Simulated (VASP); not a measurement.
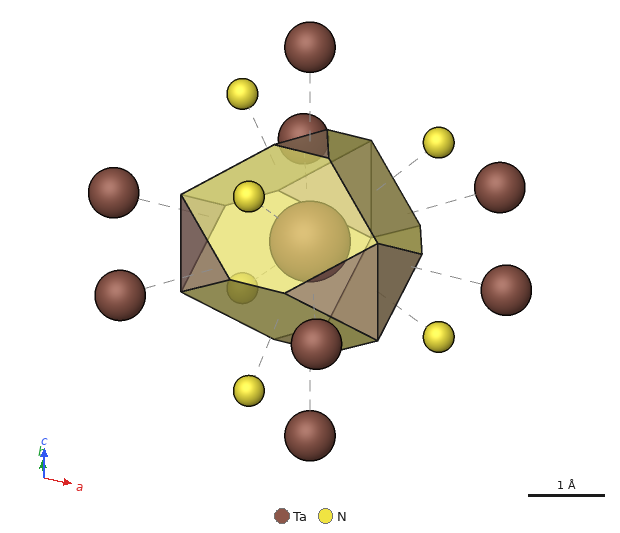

The polyhedron is the computed Voronoi (Dirichlet) cell of the central atom: each face lies in the plane that bisects the line to a neighbour. Central atom: Ta (1b) in TaN; faces take the colour of the neighbour behind them. Origin: an entry of the Crystallography Open Database, as set up for an electronic-structure calculation.

TaN, space group P-6m2 (No. 187), a = 2.938 Å, b = 2.938 Å, c = 2.883 Å, α = 90.00°, β = 90.00°, γ = 120.00°

```json
{"site": "Ta", "Wyckoff": "1b", "x": "0.0000", "y": "0.0000", "z": "0.5000"}
{"site": "N", "Wyckoff": "1e", "x": "0.6667", "y": "0.3333", "z": "0.0000"}
```

Q: Which neighbours share a face with the central atom?

A: 6 N (82 % of the solid angle) and 8 Ta (18 % of the solid angle).

Q: What is the volume of this Voronoi cell?

A: 10.8 Å³, equal to the mean volume per atom.
